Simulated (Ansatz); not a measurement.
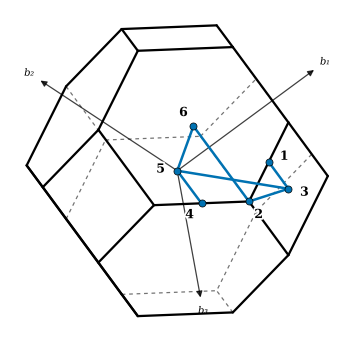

Crystal: CdF2, the geometry relaxed (final pressure about 30 GPa) with DFT PBEsol, scalar-relativistic, plane waves, PAW in Ansatz. The first Brillouin zone of a face-centred cubic lattice (cF; extended symbol cF2) is drawn with its special points numbered. Symmetry computed with spglib at a tolerance of 0.002 Å; standard conventional cell.

a = 5.071 Å, b = 5.071 Å, c = 5.071 Å, α = 90.00°, β = 90.00°, γ = 90.00°.

Labels and path follow the convention of Hinuma et al. (2017), as computed by seekpath; the arrows show the directions of the reciprocal primitive vectors b₁, b₂, b₃, in which coordinates are given.

Question: Give the label and coordinates of each numbered point.

Answer:
```
no.  label      coordinates
  1      U  (5/8, 1/4, 5/8)
  2      W  (1/2, 1/4, 3/4)
  3      X    (1/2, 0, 1/2)
  4      K  (3/8, 3/8, 3/4)
  5      Γ        (0, 0, 0)
  6      L  (1/2, 1/2, 1/2)
```
